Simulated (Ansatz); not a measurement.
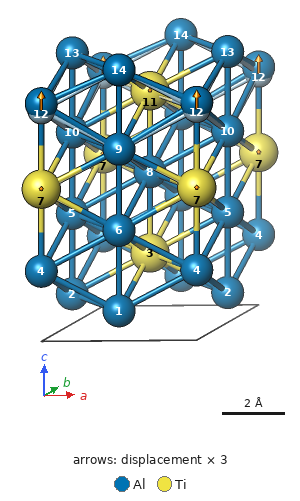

A constrained relaxation of a slab of composition Ti$_{3}$Al$_{11}$ (cut from the I4/mmm phase). The starting structure is drawn faded, the final one solid; orange arrows show the displacements, 3 times their true length.

A ball-and-stick model of the cell of the calculation, outlined in the plane, without the vacuum, seen slightly off an axis.

Case: clean slab, lower half held. The slab is the (1 1 0) face of TiAl3. 6 atoms are held fixed.

Computed with DFT PBE+D3(BJ), scalar-relativistic, plane waves, PAW in Ansatz. Set-up: plane-wave cutoff 420 eV; k-point mesh 7 × 7 × 1; occupations gaussian; smearing width 0.1 eV; no spin polarisation; dipole correction; atoms relaxed in a fixed cell; force threshold 0.03 eV/Å; at most 70 steps.

### Atoms of which element are displaced furthest, and by how much?

Aluminium: up to 0.22 Å, against 0.06 Å for titanium.

### What did the optimiser do to the structure, and how much energy did it gain?

The energy falls by 97.3 meV per cell of the calculation in 3 geometry steps. Largest force component: 0.82 eV/Å at the start, 0.0023 eV/Å at the end. Al12 moves most: 0.22 Å along the normal (+c). By element the largest moves are Al 0.22 Å, Ti 0.06 Å. The cell stays as it was. Among the contacts that change: Ti7–Al12 2.683 → 2.849 Å, Al12–Al13 2.848 → 2.744 Å, Al10–Al12 2.848 → 2.946 Å, Al4–Ti7 2.683 → 2.739 Å.
